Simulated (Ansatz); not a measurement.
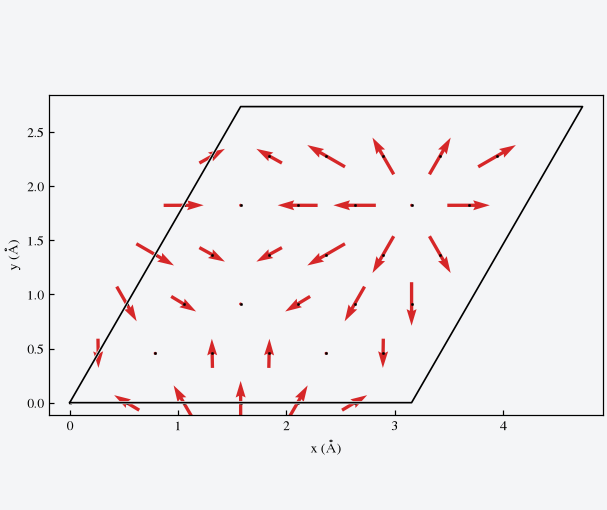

WS₂ (R3m, No. 160; 9 atoms in the cell). Gamma surface: rigid slide across a plane, one fault a cell; the plane is (0 0 −1) of the conventional cell, and the faces at the cut hold S and S. Places are given modulo a cell vector. The map is drawn in real space over the plane of the slide. Nothing is relaxed (rigid halves, spacing across the cut fixed). Grid: 6 × 6 points; 10 points were computed and 26 follow by symmetry. Theory: Ansatz, DFT PBE+D3(BJ), scalar-relativistic, plane waves, PAW. Settings: cutoff 420 eV, k-mesh 10×10×2 in the order of the run's cell vectors, gaussian smearing 0.05 eV, no spin polarisation.

In the figure: dots at the grid points, arrows along the force (downhill), their lengths compressed, the outline of one cell of the plane.

Question: The arrows alone are given. Where are the wells?

Answer: The arrows converge at (0/6, 0/6) of the cell vectors; (2/6, 2/6) of the cell vectors (read from the interpolated surface).

The energy map of the same scan:

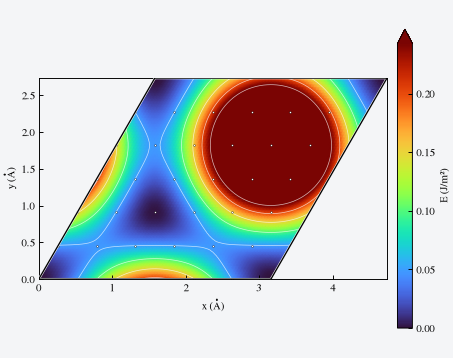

Energies are in J/m², from the lowest grid point; between grid points the surface is interpolated.

PAW datasets: the set soft_1.
